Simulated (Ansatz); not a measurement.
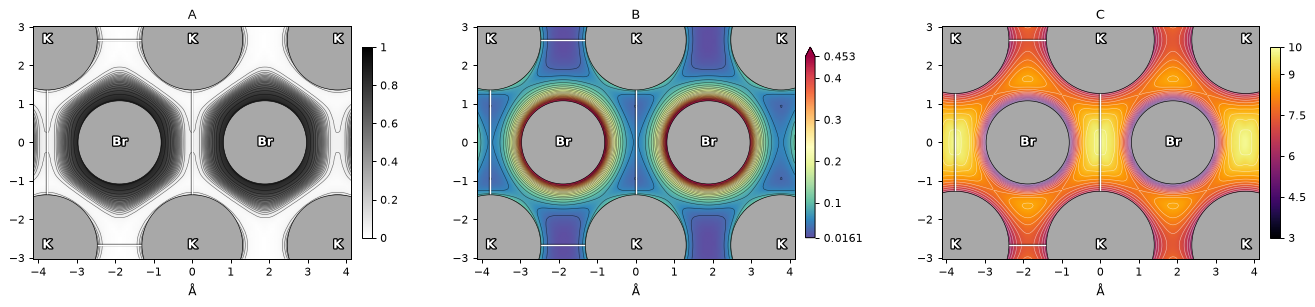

KBr: 3 fields on the (11̄0) plane of the conventional cell, with unlabelled colour scales. Grey discs cover the atomic cores.

Space group Pm-3m; a structure from a database of computed crystals, not necessarily the ambient phase; started from the database structure prototype, which need not be the ambient phase; changed on purpose from its base cell (hydrostatic strain -5.0%); computed pressure about 4 GPa in this cell.

Method: DFT, r2SCAN, plane waves, PAW (Ansatz).

### Which field does each panel show? The fields are: electron localisation function, electrostatic potential energy of an electron and valence pseudo-density.

Panel A: electron localisation function. Panel B: valence pseudo-density. Panel C: electrostatic potential energy of an electron (low next to the atoms, rising into the space between them). From the grid: K–Br (3.27 Å): ρ is about 0.09 e/Å³ halfway, with its minimum of 0.08 e/Å³ about 1.5 Å from K; the ELF is about 0.10 at the midpoint (a largely ionic contact).
